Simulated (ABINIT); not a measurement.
Geometry relaxation, with input and output: Si (part 1 of 3)

The run: geometry relaxation of Si (4 atoms in the cell). Method and program: Kohn-Sham DFT of a periodic cell, PBEsol, PseudoDojo NC SR PBEsol v0.4.1 standard, no spin polarisation (ABINIT 10.8.3).

The structure derives from a Materials Project entry.

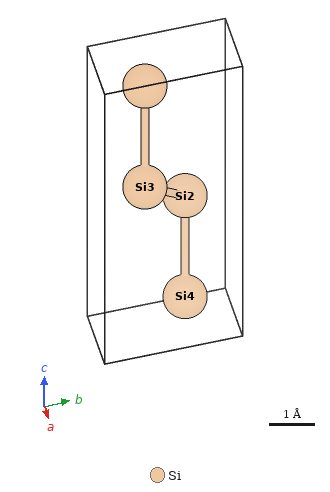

**Figure 1.** The structure as given in the input (ball-and-stick view of the cell of the calculation, seen at an oblique angle; atoms are numbered from 1 in the order of the input).

## Input file
```
# Pseudopotentials
pp_dirpath "./"
pseudos "Si.upf"

# Structure
acell 7.2401406968 7.240140697 11.9669212312
rprim
     1.0000000000     0.0000000000     0.0000000000
    -0.5000000000     0.8660254038     0.0000000000
     0.0000000000     0.0000000000     1.0000000000
ntypat 1
znucl 14
natom 4
typat 1 1 1 1
chkprim 0
chksymtnons 0
tolsym 1.0e-6
xred
            2/3            1/3   0.9369905000
            1/3            2/3   0.4369905000
            2/3            1/3   0.5630095000
            1/3            2/3   0.0630095000

# Plane-wave basis
ecut 18.0
ecutsm 0.5

# k points
kptopt 1
ngkpt 6 6 3
nshiftk 1
shiftk 0.0 0.0 0.0

# Exchange and correlation
ixc -116133

# Bands and occupations
nband 12
occopt 3
tsmear 0.05 eV

# SCF cycle
nstep 80
tolvrs 1.0e-12

# Output
iomode 3
prteig 0
prtebands 0
prtwf 0
prtden 0

# Relaxation
ionmov 2
optcell 2
ntime 50
tolmxf 2.0e-5
dilatmx 1.08
```

Hardware: 1 thread of Intel Xeon (Granite Rapids), 32 GiB of memory available, shared host.

Launched with:
```bash
abinit run.abi > log 2>&1
```

## The program's output
```
.Version 10.8.3 of ABINIT
 Symmetries : space group P6_3/m m c (#194); Bravais hP (primitive hexag.)
================================================================================
 Values of the parameters that define the memory need of the present run
     intxc =       0    ionmov =       2      iscf =       7    lmnmax =       6
     lnmax =       6     mgfft =      50  mpssoang =       3    mqgrid =    3001
     natom =       4  nloc_mem =       1    nspden =       1   nspinor =       1
    nsppol =       1      nsym =      24    n1xccc =    2501    ntypat =       1
    occopt =       3   xclevel =       2
       mpw =        2515          nfft =       45000          nkpt =          14
================================================================================
================================================================================

--------------------------------------------------------------------------------
------------- Echo of variables that govern the present computation ------------
--------------------------------------------------------------------------------
 -outvars: echo values of preprocessed input variables --------
            acell      7.2401406968E+00  7.2401406970E+00  1.1966921231E+01 Bohr
              amu      2.80855000E+01
          chkprim           0
      chksymtnons           0
          dilatmx      1.08000000E+00
             ecut      1.80000000E+01 Hartree
           ecutsm      5.00000000E-01 Hartree
           ionmov           2
              ixc     -116133
         kptrlatt        6    0    0      0    6    0      0    0    3
          kptrlen      3.59007637E+01
            natom           4
            nband          12
            ngfft          30      30      50
             nkpt          14
            nstep          80
             nsym          24
            ntime          50
           ntypat           1
           occopt           3
          optcell           2
           prtden           0
        prtebands           0
           prteig           0
            prtwf           0
            rprim      1.0000000000E+00  0.0000000000E+00  0.0000000000E+00
                      -5.0000000000E-01  8.6602540380E-01  0.0000000000E+00
                       0.0000000000E+00  0.0000000000E+00  1.0000000000E+00
          spgroup         194
           tolmxf      2.00000000E-05
           tolsym      1.00000000E-06
           tolvrs      1.00000000E-12
           tsmear      1.83746611E-03 Hartree
            typat      1  1  1  1
           xangst      1.9156587289E+00  1.1060060829E+00  5.9336066503E+00
                      -3.5278375527E-11  2.2120121658E+00  2.7672956523E+00
                       1.9156587289E+00  1.1060060829E+00  3.5653263436E+00
                      -3.5278375527E-11  2.2120121658E+00  3.9901534565E-01
            xcart      3.6200703484E+00  2.0900485902E+00  1.1212891508E+01
                      -6.6666467912E-11  4.1800971805E+00  5.2294308923E+00
                       3.6200703484E+00  2.0900485902E+00  6.7374903389E+00
                      -6.6666467912E-11  4.1800971805E+00  7.5402972332E-01
             xred      6.6666666667E-01  3.3333333333E-01  9.3699050000E-01
                       3.3333333333E-01  6.6666666667E-01  4.3699050000E-01
                       6.6666666667E-01  3.3333333333E-01  5.6300950000E-01
                       3.3333333333E-01  6.6666666667E-01  6.3009500000E-02
            znucl       14.00000

================================================================================

 chkinp: Checking input parameters for consistency.

================================================================================
== DATASET  1 ==================================================================

--- !DatasetInfo
iteration_state: {dtset: 1, }
dimensions: {natom: 4, nkpt: 14, mband: 12, nsppol: 1, nspinor: 1, nspden: 1, mpw: 2515, }
cutoff_energies: {ecut:  18.0, pawecutdg:  -1.0, }
electrons: {nelect:   1.60000000E+01, charge:   0.00000000E+00, occopt:   3.00000000E+00, tsmear:   1.83746611E-03, }
meta: {optdriver: 0, ionmov: 2, optcell: 2, iscf: 7, paral_kgb: 0, }
...

 Real(R)+Recip(G) space primitive vectors, cartesian coordinates (Bohr,Bohr^-1):
 R(1)=  7.2401407  0.0000000  0.0000000  G(1)=  0.1381189  0.0797430  0.0000000
 R(2)= -3.6200703  6.2701458  0.0000000  G(2)=  0.0000000  0.1594859  0.0000000
 R(3)=  0.0000000  0.0000000 11.9669212  G(3)=  0.0000000  0.0000000  0.0835637
 Unit cell volume ucvol=  5.4325918E+02 bohr^3
 Angles (23,13,12)=  9.00000000E+01  9.00000000E+01  1.20000000E+02 degrees

 getcut: wavevector=  0.0000  0.0000  0.0000  ngfft=  30  30  50
         ecut(hartree)=     20.995   => boxcut(ratio)=   2.01034

--- Pseudopotential description ------------------------------------------------
- pspini: atom type   1  psp file is ./Si.upf
  14.00000   4.00000  180301                  znucl, zion, pspdat
12 -116133 2 -1 1510                          pspcod,pspxc,lmax,lloc,mmax
     nproj     2     2     2

   5.03339942E+02                                ecore*ucvol(ha*bohr**3)
--------------------------------------------------------------------------------

================================================================================

=== [ionmov= 2] Broyden-Fletcher-Goldfarb-Shanno method (forces)
================================================================================

--- Iteration: ( 1/50) Internal Cycle: (1/1)
--------------------------------------------------------------------------------

---SELF-CONSISTENT-FIELD CONVERGENCE--------------------------------------------

--- !BeginCycle
iteration_state: {dtset: 1, itime: 1, icycle: 1, }
solver: {iscf: 7, nstep: 80, nline: 4, wfoptalg: 0, }
tolerances: {tolvrs: 1.00E-12, }
...

     iter   Etot(hartree)      deltaE(h)  residm     vres2
 ETOT  1  -16.910856145053    -1.691E+01 1.276E-02 1.433E+01
 ETOT  2  -16.923047848095    -1.219E-02 3.159E-03 4.825E-01
 ETOT  3  -16.923157872579    -1.100E-04 4.430E-04 1.983E-02
 ETOT  4  -16.923160221508    -2.349E-06 7.737E-04 6.826E-04
 ETOT  5  -16.923160291982    -7.047E-08 1.989E-04 8.556E-06
 ETOT  6  -16.923160292791    -8.085E-10 4.822E-04 2.050E-07
 ETOT  7  -16.923160292817    -2.644E-11 9.171E-05 3.083E-09
 ETOT  8  -16.923160292817    -4.370E-13 1.978E-04 4.398E-11
 ETOT  9  -16.923160292818    -8.882E-14 3.387E-05 9.501E-13

 At SCF step    9       vres2   =  9.50E-13 < tolvrs=  1.00E-12 =>converged.

 Cartesian components of stress tensor (hartree/bohr^3)
  sigma(1 1)=  1.52696258E-05  sigma(3 2)=  0.00000000E+00
  sigma(2 2)=  1.52696256E-05  sigma(3 1)=  0.00000000E+00
  sigma(3 3)=  1.86949685E-05  sigma(2 1)=  2.74434814E-14

--- !ResultsGS
iteration_state: {dtset: 1, itime: 1, icycle: 1, }
comment   : Summary of ground state results
lattice_vectors:
- [  7.2401407,   0.0000000,   0.0000000, ]
- [ -3.6200703,   6.2701458,   0.0000000, ]
- [  0.0000000,   0.0000000,  11.9669212, ]
lattice_lengths: [   7.24014,    7.24014,   11.96692, ]
lattice_angles: [ 90.000,  90.000, 120.000, ] # degrees, (23, 13, 12)
lattice_volume:   5.4325918E+02
convergence: {deltae: -8.882E-14, res2:  9.501E-13, residm:  3.387E-05, diffor: null, }
etotal    :  -1.69231603E+01
entropy   :   0.00000000E+00
fermie    :   1.81987576E-01
cartesian_stress_tensor: # hartree/bohr^3
- [  1.52696258E-05,   2.74434814E-14,   0.00000000E+00, ]
- [  2.74434814E-14,   1.52696256E-05,   0.00000000E+00, ]
- [  0.00000000E+00,   0.00000000E+00,   1.86949685E-05, ]
pressure_GPa:  -4.8284E-01
xred      :
- [  6.6667E-01,   3.3333E-01,   9.3699E-01, Si]
- [  3.3333E-01,   6.6667E-01,   4.3699E-01, Si]
- [  6.6667E-01,   3.3333E-01,   5.6301E-01, Si]
- [  3.3333E-01,   6.6667E-01,   6.3009E-02, Si]
cartesian_forces: # hartree/bohr
- [ -1.11571529E-28,   1.07359754E-28,   2.29587268E-04, ]
- [ -1.11571529E-28,   4.50910966E-28,   2.29587268E-04, ]
- [  3.71905096E-29,  -4.93854867E-28,  -2.29587268E-04, ]
- [  1.85952548E-28,  -6.44158522E-29,  -2.29587268E-04, ]
force_length_stats: {min:   2.29587268E-04, max:   2.29587268E-04, mean:   2.29587268E-04, }
...

 Integrated electronic density in atomic spheres:
 ------------------------------------------------
 Atom  Sphere_radius  Integrated_density
    1        2.00000          1.78473953
    2        2.00000          1.78473953
    3        2.00000          1.78473953
    4        2.00000          1.78473953

---OUTPUT-----------------------------------------------------------------------

 Cartesian coordinates (xcart) [bohr]
  3.62007034836667E+00  2.09004859022941E+00  1.12128915078827E+01
 -6.66664679120685E-11  4.18009718045882E+00  5.22943089228270E+00
  3.62007034836667E+00  2.09004859022941E+00  6.73749033891730E+00
 -6.66664679120685E-11  4.18009718045882E+00  7.54029723317296E-01
 Reduced coordinates (xred)
  6.66666666666667E-01  3.33333333333333E-01  9.36990500000000E-01
  3.33333333333333E-01  6.66666666666667E-01  4.36990500000000E-01
  6.66666666666667E-01  3.33333333333333E-01  5.63009500000000E-01
  3.33333333333333E-01  6.66666666666667E-01  6.30095000000000E-02
 Cartesian forces (fcart) [Ha/bohr]; max,rms= 2.29587E-04 1.32552E-04 (free atoms)
 -1.11571528893540E-28  1.07359753727631E-28  2.29587268215987E-04
 -1.11571528893540E-28  4.50910965661746E-28  2.29587268215987E-04
  3.71905096311800E-29 -4.93854867154697E-28 -2.29587268215987E-04
  1.85952548155900E-28 -6.44158522346809E-29 -2.29587268215987E-04
 Gradient of E wrt nuclear positions in reduced coordinates (gred)
  8.07793566946316E-28 -1.07705808926175E-27 -2.74745275442710E-03
  8.07793566946316E-28 -3.23117426778526E-27 -2.74745275442710E-03
 -2.69264522315439E-28  3.23117426778526E-27  2.74745275442710E-03
 -1.34632261157719E-27  1.07705808926175E-27  2.74745275442710E-03
 Scale of Primitive Cell (acell) [bohr]
  7.24014069680000E+00  7.24014069700000E+00  1.19669212312000E+01
 Real space primitive translations (rprimd) [bohr]
  7.24014069680000E+00  0.00000000000000E+00  0.00000000000000E+00
 -3.62007034850000E+00  6.27014577068824E+00  0.00000000000000E+00
  0.00000000000000E+00  0.00000000000000E+00  1.19669212312000E+01
 Unitary Cell Volume (ucvol) [Bohr^3]=  5.43259182644413E+02
 Angles (23,13,12)= [degrees]
  9.00000000000000E+01  9.00000000000000E+01  1.19999999999554E+02
 Lengths [Bohr]
  7.24014069680000E+00  7.24014069709757E+00  1.19669212312000E+01
 Stress tensor in cartesian coordinates (strten) [Ha/bohr^3]
  1.52696257997042E-05  2.74434814220415E-14  0.00000000000000E+00
  2.74434814220415E-14  1.52696256427974E-05  0.00000000000000E+00
  0.00000000000000E+00  0.00000000000000E+00  1.86949684778870E-05
 Total energy (etotal) [Ha]= -1.69231602928175E+01

--- Iteration: ( 2/50) Internal Cycle: (1/1)
--------------------------------------------------------------------------------

---SELF-CONSISTENT-FIELD CONVERGENCE--------------------------------------------

--- !BeginCycle
iteration_state: {dtset: 1, itime: 2, icycle: 1, }
solver: {iscf: 7, nstep: 80, nline: 4, wfoptalg: 0, }
tolerances: {tolvrs: 1.00E-12, }
...

     iter   Etot(hartree)      deltaE(h)  residm     vres2
 ETOT  1  -16.923171303850    -1.692E+01 3.069E-05 2.428E-03
 ETOT  2  -16.923171884373    -5.805E-07 3.096E-05 1.887E-04
 ETOT  3  -16.923171915253    -3.088E-08 1.114E-05 7.409E-06
 ETOT  4  -16.923171916010    -7.575E-10 2.956E-05 8.075E-08
 ETOT  5  -16.923171916018    -7.425E-12 9.806E-06 1.237E-09
 ETOT  6  -16.923171916018    -6.395E-14 2.689E-05 1.638E-11
 ETOT  7  -16.923171916018    -3.197E-14 8.584E-06 1.955E-13

 At SCF step    7       vres2   =  1.95E-13 < tolvrs=  1.00E-12 =>converged.

 Cartesian components of stress tensor (hartree/bohr^3)
  sigma(1 1)=  1.07459856E-05  sigma(3 2)=  0.00000000E+00
  sigma(2 2)=  1.07459855E-05  sigma(3 1)=  0.00000000E+00
  sigma(3 3)=  1.38961203E-05  sigma(2 1)=  2.74512204E-14

--- !ResultsGS
iteration_state: {dtset: 1, itime: 2, icycle: 1, }
comment   : Summary of ground state results
lattice_vectors:
- [  7.2368241,   0.0000000,   0.0000000, ]
- [ -3.6184120,   6.2672735,   0.0000000, ]
- [  0.0000000,   0.0000000,  11.9602096, ]
lattice_lengths: [   7.23682,    7.23682,   11.96021, ]
lattice_angles: [ 90.000,  90.000, 120.000, ] # degrees, (23, 13, 12)
lattice_volume:   5.4245717E+02
convergence: {deltae: -3.197E-14, res2:  1.955E-13, residm:  8.584E-06, diffor: null, }
etotal    :  -1.69231719E+01
entropy   :   0.00000000E+00
fermie    :   1.82410263E-01
cartesian_stress_tensor: # hartree/bohr^3
- [  1.07459856E-05,   2.74512204E-14,   0.00000000E+00, ]
- [  2.74512204E-14,   1.07459855E-05,   0.00000000E+00, ]
- [  0.00000000E+00,   0.00000000E+00,   1.38961203E-05, ]
pressure_GPa:  -3.4705E-01
xred      :
- [  6.6667E-01,   3.3333E-01,   9.3701E-01, Si]
- [  3.3333E-01,   6.6667E-01,   4.3701E-01, Si]
- [  6.6667E-01,   3.3333E-01,   5.6299E-01, Si]
- [  3.3333E-01,   6.6667E-01,   6.2990E-02, Si]
cartesian_forces: # hartree/bohr
- [ -2.97660432E-28,  -2.57781496E-28,   1.78071371E-04, ]
- [  1.48830216E-28,   2.37365367E-39,   1.78071371E-04, ]
- [  1.48830216E-28,   3.43708661E-28,  -1.78071371E-04, ]
- [  0.00000000E+00,  -8.59271653E-29,  -1.78071371E-04, ]
force_length_stats: {min:   1.78071371E-04, max:   1.78071371E-04, mean:   1.78071371E-04, }
...

 Integrated electronic density in atomic spheres:
 ------------------------------------------------
 Atom  Sphere_radius  Integrated_density
    1        2.00000          1.78345718
    2        2.00000          1.78345718
    3        2.00000          1.78345718
    4        2.00000          1.78345718
```
